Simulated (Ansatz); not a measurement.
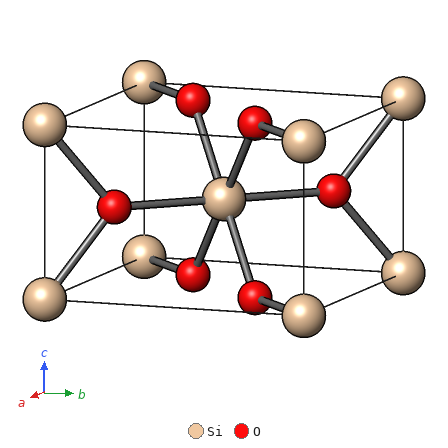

System: SiO₂, space group P4_2/mnm (No. 136). The picture shows the cell.

The given structure:
```xyz
6
Lattice="4.1854 0.0000 0.0000 0.0000 4.1854 0.0000 0.0000 0.0000 2.6687" Properties=species:S:1:pos:R:3 pbc="T T T"
Si    2.0927    2.0927    1.3344
Si    0.0000    0.0000    0.0000
O     2.9042    2.9042    0.0000
O     0.8115    3.3739    1.3344
O     1.2812    1.2812    0.0000
O     3.3739    0.8115    1.3344
```

Displacement pattern for amplitude 1 (x, y, z for each atom, in the order of the cell):
```
atom      x      y     z
 Si1   0.00   0.00  0.00
 Si2   0.00   0.00  0.00
  O3   0.71  -0.71  0.00
  O4   0.71   0.71  0.00
  O5  -0.71   0.71  0.00
  O6  -0.71  -0.71  0.00
```

Method: a normal mode of the cell frozen into a crystal at growing amplitude, by plane-wave density functional theory with PAW datasets, free energies less that of the undisturbed cell, pressure positive in compression; scalar-relativistic (Ansatz 0.2.0). Level: r2SCAN, no spin polarisation.

```
       setting                   value
   wave cutoff                  500 eV
        k mesh                   6×6×8
   occupations                Gaussian
smearing width                 0.05 eV
       k shift  (0, 0, 0) (mesh steps)
         start                 relaxed
```

The points at mode amplitude −0.15, −0.05, 0.1 and 0.2 follow from computed ones by symmetry.

What does the calculation give for the energy change, force along the mode and pressure against mode amplitude? The mode amplitude takes the values −0.200, −0.150, −0.100, −0.050, 0.000, 0.025, 0.050, 0.075, 0.100, 0.125, 0.150, 0.175, 0.200 Å.

The energy rises on both sides of the starting structure, which is therefore a minimum along this path. The energy change is 297.1 meV/cell at mode amplitude −0.200 Å and 297.1 meV/cell at 0.200 Å; the lowest computed point is at mode amplitude 0.000 Å (0.0 meV/cell). The force along the mode falls from 3.40 eV/Å at mode amplitude −0.200 Å to −3.40 eV/Å at 0.200 Å, and changes sign near 0.000 Å. The pressure goes from −3.398 GPa at mode amplitude −0.200 Å to −3.398 GPa at 0.200 Å, not monotonically, with a high of −0.011 GPa at 0.000 Å. The harmonic force constant k (E = k x²/2 near the start) is 12.7 eV/Å².

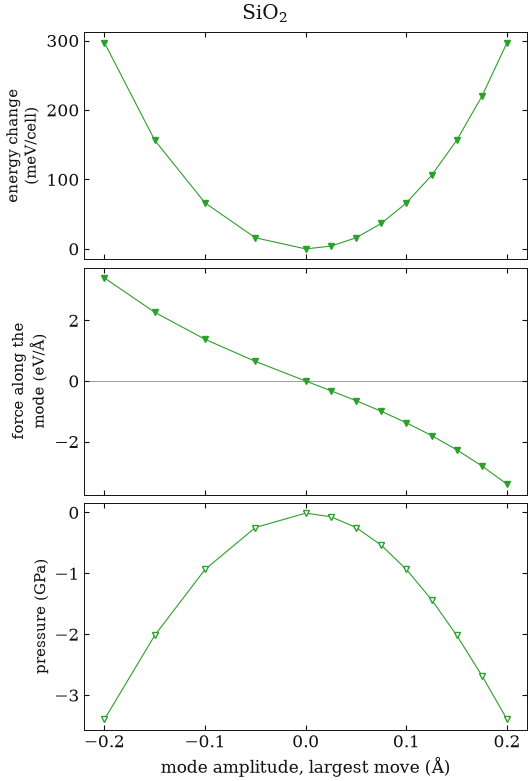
